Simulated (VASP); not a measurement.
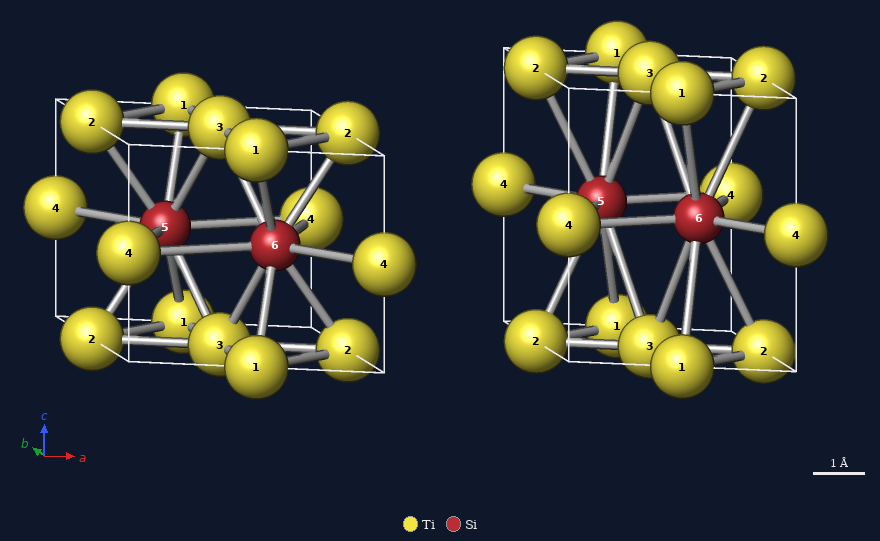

Two geometries of crystalline Ti2Si (a generated structure, set up in P6/mmm), drawn at one scale. One is the start of a relaxation, the other its converged end. Style: ball-and-stick. Shown: the cell of the calculation, slightly off an axis.

Computed with VASP 6.6.1, Kohn-Sham DFT of a periodic cell, PBE, VASP PAW PBE potentials, recommended. Settings: plane-wave cutoff 520 eV; k-point mesh 4 × 4 × 3; occupations gaussian; smearing width 0.15 eV; no spin polarisation.

> Which of the two is the end point?

The left one is the relaxed one. The run lets cell and atoms move. The atoms keep their places relative to the cell (all moves are under 0.005 Å). The drawn cell changes as follows: a = b 4.599 → 5.168 Å (+12.4 %), c 5.447 → 4.326 Å (−20.6 %); the volume changes by +0.3 %. Some distances before and after: Ti1–Si5 3.030 → 2.628 Å, Ti4–Si5 2.655 → 2.984 Å, Si5–Si6 2.655 → 2.984 Å, Ti1–Ti2 2.299 → 2.584 Å. The space group stays P6/mmm (No. 191). Over 6 geometry steps the energy falls by 676 meV per atom. All forces vanish by symmetry, so only the cell relaxes. The pressure goes from 1.71 to 0.01 GPa.
